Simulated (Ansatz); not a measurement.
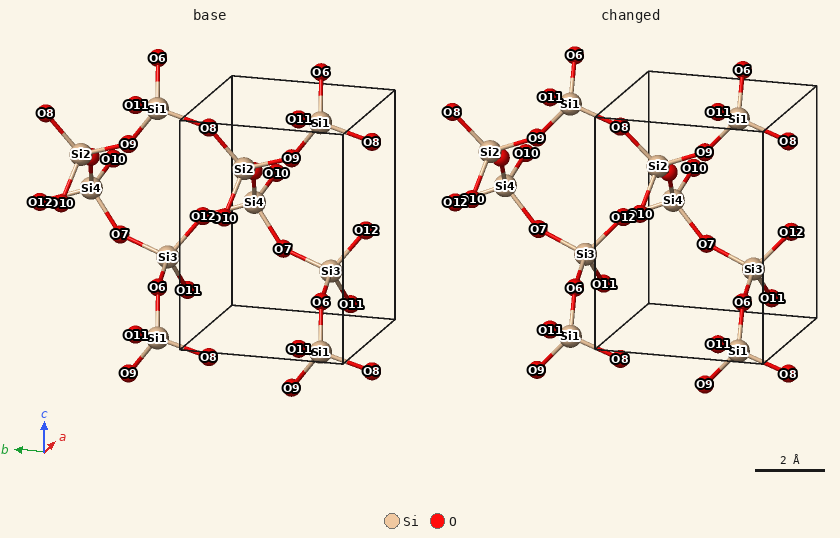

Left: crystalline SiO₂ (set up in P4_32_12). Right: the same structure after one change, at the same scale. A ball-and-stick model of the cell of the calculation, repeated 1 × 2 × 1 with one cell outlined, seen from a free direction.

The calculation used DFT PBEsol, scalar-relativistic, plane waves, PAW (Ansatz 0.2.0). (plane-wave cutoff 420 eV; k-point mesh 6 × 6 × 4; occupations gaussian; smearing width 0.02 eV; no spin polarisation)

### Which change leads from the left to the right?

Biaxial strain in the a–b plane, +3.0 %, is applied. The c axis and the atoms are relaxed.

### What does the change do?

The energy rises by 4.0 meV per atom. Pressure: 0.0 GPa before, −0.9 GPa after. The principal stresses (compression positive) are 0.0 GPa along c and −1.4 GPa across it. The gap on the k-mesh goes from 5.57 to 5.47 eV. The drawn cell changes as follows: a = b 5.028 → 5.179 Å (+3.0 %), c 7.006 → 7.092 Å (+1.2 %); the volume changes by +7.4 %. The largest moves relative to the cell, 0.18 Å, are those of O atoms. Largest moves by element: O 0.18 Å, Si 0.10 Å. The space group stays P4_32_12 (No. 96).
